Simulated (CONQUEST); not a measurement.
**Run report: PbS, band-structure run**

- system: PbS (R3m, 12 atoms in the cell)
- method: Kohn-Sham DFT of a periodic cell, PBEint, PseudoDojo NC PBEsol, no spin polarisation (CONQUEST 1.3)

The structure derives from a Materials Project entry.

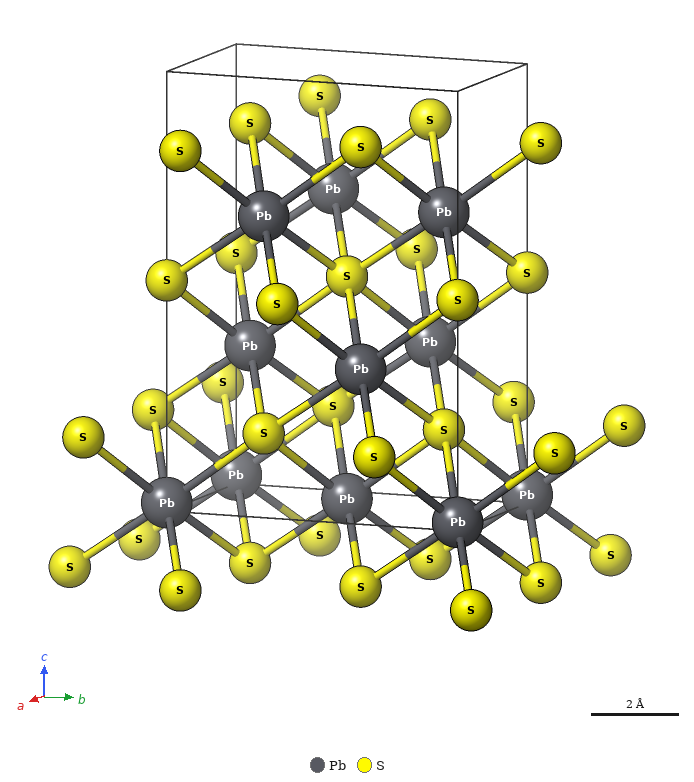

Figure 1. The structure as given in the input (ball-and-stick view of the cell of the calculation, seen slightly off an axis; bonded neighbours outside the cell are drawn too). Near neighbours in the crystal (not all of them lie inside the picture): Pb has 6 S at 2.96 to 3.02 Å; S has 6 Pb at 2.96 to 3.02 Å.

## Input file
```
IO.Title PbS
IO.Coordinates coords.dat
IO.FractionalAtomicCoords F
IO.Iprint 2
IO.Iprint_init 1
General.NumberOfSpecies 2
General.PseudopotentialType hamann
General.FunctionalType -60062
General.DifferentFunctional T
AtomMove.TypeOfRun static
AtomMove.FullStress T
Grid.GridCutoff 80
DM.SolutionMethod diagon
Diag.MPMesh F
Diag.kT 0.00099223
minE.SCTolerance 1e-6
SC.MaxIters 100
minE.SelfConsistent F
General.LoadRho T
Diag.KspaceLines T
Diag.NumKptLines 12
Diag.NumKpts 10
IO.writeDOS T
%block ChemicalSpeciesLabel
1 207.200 Pb
2 32.070 S
%endblock
%block Diag.KpointLines
0.000000 0.000000 0.000000
0.500000 0.000000 0.000000
0.500000 0.000000 0.000000
0.500000 0.500000 0.000000
0.500000 0.500000 0.000000
0.000000 0.500000 0.000000
0.000000 0.500000 0.000000
0.000000 0.000000 0.000000
0.000000 0.000000 0.000000
0.000000 0.000000 0.500000
0.000000 0.000000 0.500000
0.500000 0.000000 0.500000
0.500000 0.000000 0.500000
0.500000 0.500000 0.500000
0.500000 0.500000 0.500000
0.000000 0.500000 0.500000
0.000000 0.500000 0.500000
0.000000 0.000000 0.500000
0.000000 0.500000 0.000000
0.000000 0.500000 0.500000
0.500000 0.000000 0.500000
0.500000 0.000000 0.000000
0.500000 0.500000 0.000000
0.500000 0.500000 0.500000
%endblock
```

Hardware: 1 thread of Intel Xeon (Sapphire Rapids), 16 GiB of memory available, shared host.

Command:
```bash
Conquest (self-consistent run, then this one in the same folder)
```

## The program's output
```
Simulation cell dimensions:     7.9847 a0 x    13.8299 a0 x    19.5695 a0

      Atomic coordinates (a0)
         Atom         X         Y         Z  Species
            1    0.0000    0.0000    0.3803        1
            2    0.0000    4.6100   13.4267        1
            3    0.0000    9.2199    6.9035        1
            4    3.9924    2.3050    6.9035        1
            5    3.9924    6.9150    0.3803        1
            6    3.9924   11.5249   13.4267        1
            7    0.0000    0.0000   10.2733        2
            8    0.0000    4.6100    3.7501        2
            9    0.0000    9.2199   16.7965        2
           10    3.9924    2.3050   16.7965        2
           11    3.9924    6.9150   10.2733        2
           12    3.9924   11.5249    3.7501        2
    Using
        This calculation includes non-local pseudopotentials,
         with a maximum core radius of      7.54117217

    Job title: PbS
    Job to be run: static calculation

    Ground state search:
      Support functions represented with PAO basis
      1:1 PAO to SF mapping
      Non-spin-polarised electrons
      Solving for the K matrix using diagonalisation
      Using Fermi-Dirac smearing

    Integration grid size:     36 x   60 x   80

    Integration grid spacing:  0.222 a0 x 0.230 a0 x 0.245 a0

    Number of species:  2
    --------------------------------------------------------
    |   #  mass (au)  Charge (e)  SF Rad (a0)  NSF  Label  |
    --------------------------------------------------------
    |   1    207.200      14.000        7.828   18  Pb     |
    |   2     32.070       6.000        6.360   13  S      |
    --------------------------------------------------------

    LibXC version:  6. 2. 2
    Using the GGA functional PBE for hybrid interfaces
    Using the GGA functional PBE for hybrid interfaces

           radial cut-off to be used is taken to be max PAO cut-off radius for this species:    7.541172

           greatest ang. mom. for making density from PAOs:  2

           radial cut-off to be used is taken to be max PAO cut-off radius for this species:    6.083497

           greatest ang. mom. for making density from PAOs:  2
    Minimum blocs/proc is     2700. Maximum blocs/proc is     2700
    set_atom_dens: In set_atomic_density, electrons :     120.000000000000
 matrix_size & matrix_size_padH =          186         186

    Screened ion int: energy:    -369.209871841098 Ha

          Harris-Foulkes Energy            :      -487.772654877798857 Ha
          GroundState Energy (E-(1/2)TS)   :      -487.772655060594900 Ha
          Free Energy (E-TS)               :      -487.772655243390886 Ha
          DFT Total Energy                 :      -487.711123475731256 Ha
          Total number of electrons        :       120.000170753914020
      | Number of electrons      =       120.000171
      |* band energy as 2Tr[K.H] =       -68.842886508254523 Ha
      |  screened ion-ion energy =      -369.209871841098277 Ha
      |  Ha correction           =         1.988478520017899 Ha
      |  XC correction           =       -51.708375048463971 Ha
      | GS Energy as E-(1/2)TS   =      -487.772655060594900 Ha
      | Free Energy as E-TS      =      -487.772655243390886 Ha
      |* Harris-Foulkes energy   =      -487.772654877798857 Ha
      |* DFT total energy        =      -487.711123475731256 Ha
      |  estimated accuracy      =        -0.061531402067601 Ha
    get_E_and_F: Change in energy during last step of electronic optimisation:  0.00000E+00

    BIBLIOGRAPHY: Please consider citing the following references in the conquest.bib file

    CONQUEST:         Bowler2002pt, Miyazaki2004, Nakata2020
    Basis:            Bowler2019
    DM:               Bowler:2006xr
    Pseudopotentials: Hamann2013, Bowler2019
    XC references from LibXC:

    Warnings written to file Conquest_warnings; please check
```

## File coords.dat
```
    7.9847040366     0.0000000000     0.0000000000
    0.0000000000    13.8299130730     0.0000000000
    0.0000000000     0.0000000000    19.5695289624
12
  0.0000000000   0.0000000000   0.3803185312 1 T T T
  0.0000000000   4.6099710197  13.4266711793 1 T T T
  0.0000000000   9.2199420533   6.9034948454 1 T T T
  3.9923520183   2.3049855168   6.9034948454 1 T T T
  3.9923520183   6.9149565365   0.3803185312 1 T T T
  3.9923520183  11.5249275562  13.4266711793 1 T T T
  0.0000000000   0.0000000000  10.2733070085 2 T T T
  0.0000000000   4.6099710197   3.7501306942 2 T T T
  0.0000000000   9.2199420533  16.7964833228 2 T T T
  3.9923520183   2.3049855168  16.7964833228 2 T T T
  3.9923520183   6.9149565365  10.2733070085 2 T T T
  3.9923520183  11.5249275562   3.7501306942 2 T T T
```

## Summary

```csv
quantity,value
outcome,converged
space group (tolerance 0.01 Å),R3m (160)
electrons treated,120
Fermi energy of the self-consistent step,−4.209 eV
gap on the band path,0.47 eV
wall time,21 s
peak memory,0.59 GiB
```

## Remarks

Further notes kept with the run: read_and_write: Functional in input file differs to pseudopotential but proceeding: -60062 -116133. Points of doubt noted for this run: potential of other functional. Spin–orbit coupling is left out, which matters for Pb.
